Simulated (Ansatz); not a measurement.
System: SnTe (slab).

```xyz
10
Lattice="4.5347 0.0000 0.0000 0.0000 4.5347 0.0000 0.0000 0.0000 27.8259" Properties=species:S:1:pos:R:3 pbc="T T T"
Sn    2.2673    2.2673    7.4999
Te    0.0000    0.0000    7.4999
Sn    0.0000    0.0000   10.7066
Te    2.2673    2.2673   10.7066
Sn    2.2673    2.2673   13.9130
Te    0.0000    0.0000   13.9130
Sn    0.0000    0.0000   17.1194
Te    2.2673    2.2673   17.1194
Sn    2.2673    2.2673   20.3260
Te    0.0000    0.0000   20.3260
```

Not relaxed (largest force 0.4 eV/Å).

Method: Ansatz 0.2.0, DFT PBE, scalar-relativistic, plane waves, PAW.

**What can the converged valence pseudo-density and electron localisation function tell about the bonding?**

Sn–Te (3.21 Å): the density is about 0.2 e/Å³ at the midpoint; the ELF peaks at about 0.65 in the valence shell of Te, 1.3 Å from its nucleus, and drops to about 0.35 between the two atoms.

**Metal or insulator at this level of theory?**

It is gapped, with a Kohn–Sham gap of 0.43 eV on the k-point mesh (the band edges may lie off the mesh, which would make the gap smaller).

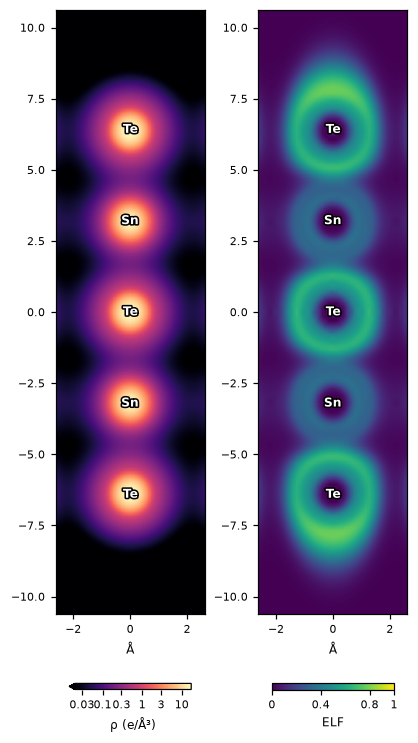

Computed valence pseudo-density and electron localisation function on the (100) plane of the calculation cell, a cut from vacuum to vacuum, in this order. 
